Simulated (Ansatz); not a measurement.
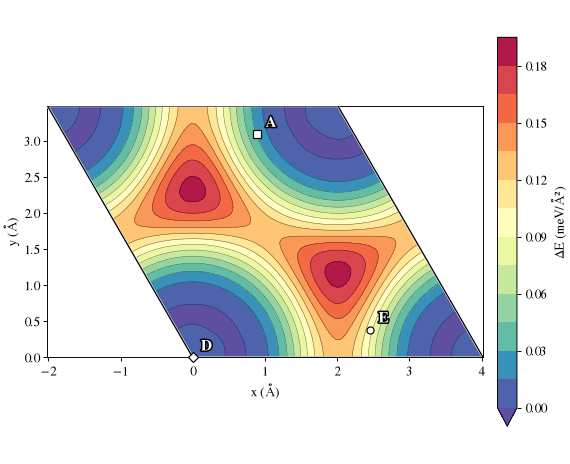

A bilayer of two Ge sheets of the honeycomb type, the upper one turned by 180 degrees about the normal (4 atoms in the cell). The upper layer of a bilayer is slid over the lower one; relaxed at each slide: nothing; the origin of the map has Ge4 above Ge1; the distance between the facing planes is held at 4.35 Å. Places are given modulo a cell vector. The map is drawn in real space over the plane of the slide. The scan uses a 9 × 9 grid; 12 points were computed and 69 follow by symmetry. Energies: meV/Å², counted from the lowest grid point. At a held distance the lowest stacking need not be the one that binds best once the distance relaxes. Theory: Ansatz 0.2.0, DFT PBE+D3(BJ), scalar-relativistic, plane waves, PAW. Settings: cutoff 420 eV, k-mesh 9×9×1, gaussian smearing 0.1 eV, no spin polarisation.

Drawn: filled contours, the outline of one cell of the plane, lettered points. Between grid points the surface is interpolated.

Q: What kind of point is each of A, D, E: minimum, saddle, maximum or slope?

A: A: on a slope; D: maximum; E: on a slope. (In these two coordinates alone; a stationary point may lie a little off the grid point.)

Q: Rank the lettered points by energy, lowest first.

A: D (0.004 meV/Å²), A (0.029 meV/Å²), E (0.096 meV/Å²).

PAW datasets: the set soft_1.
